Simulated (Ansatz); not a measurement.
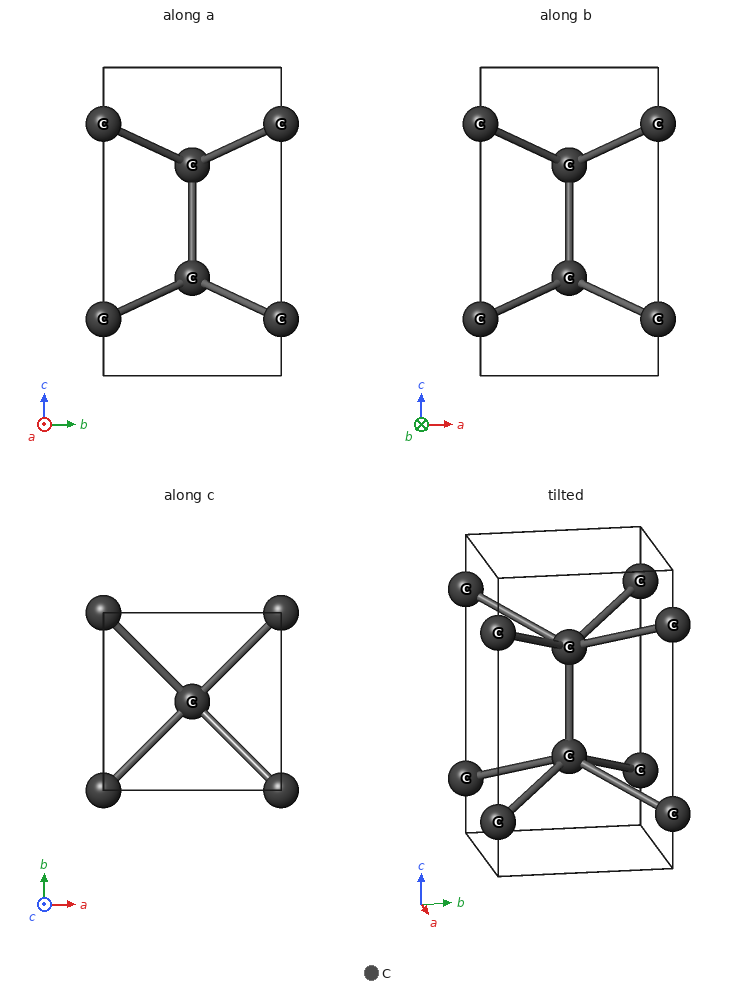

A ball-and-stick picture of a crystal structure, seen along the a axis, along the b axis, along the c axis and slightly off an axis. The box is the conventional unit cell; atoms on or close to its faces, edges and corners are drawn wherever they repeat.

Lattice parameters: a = 2.365 Å, b = 2.365 Å, c = 4.103 Å, α = 90.00°, β = 90.00°, γ = 90.00°.

Question: Write down what is shown as a table of Wyckoff sites, with free fractional coordinates to two decimals.

Answer: Space group I4/mmm (No. 139).
```
atom  site     x     y     z
   C    4e  0.00  0.00  0.18
```

The structure was taken from a random cell made by a generator, so it need not be a real form of the element. Earlier steps of the study, as a rule a relaxation of our own, may have changed the cell and positions, so they can lie some per cent off the listed ones. A calculation with Ansatz used it as input.
